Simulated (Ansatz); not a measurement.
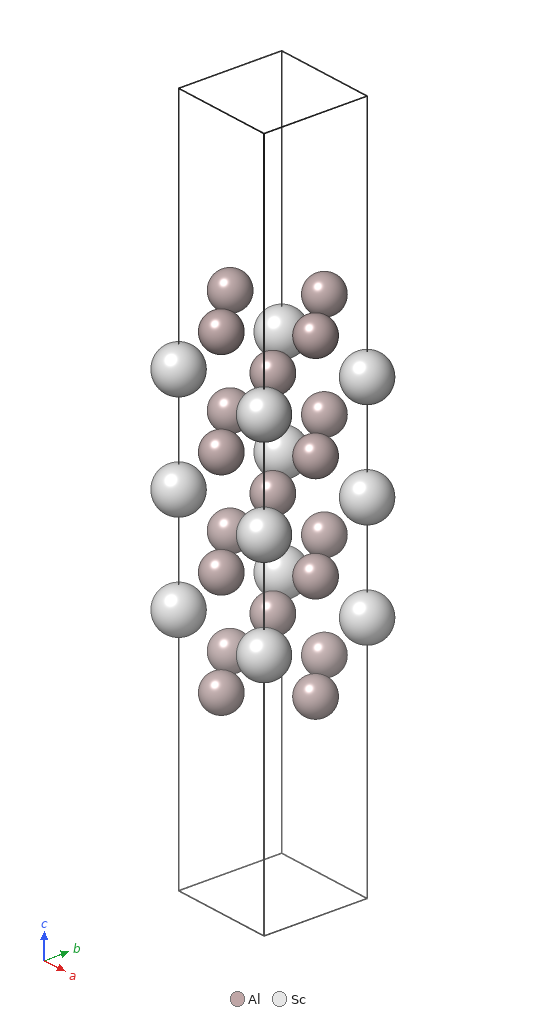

The figure gives a spheres-only picture of the atoms, viewed from a general direction. The simulation cell is drawn as a box.

State composition, symmetry and coordination.

- Its composition is Sc3Al11.
- Counting shared atoms by their share gives 3 Sc, 11 Al, or 14 atoms.
- The Sc atoms are each bonded to twelve Al in a cuboctahedral arrangement.

The starting point was a structure listed in the Materials Project, from which a slab was cut. Earlier steps of the study may have refined or changed the cell and positions. A calculation with Ansatz used it as input.
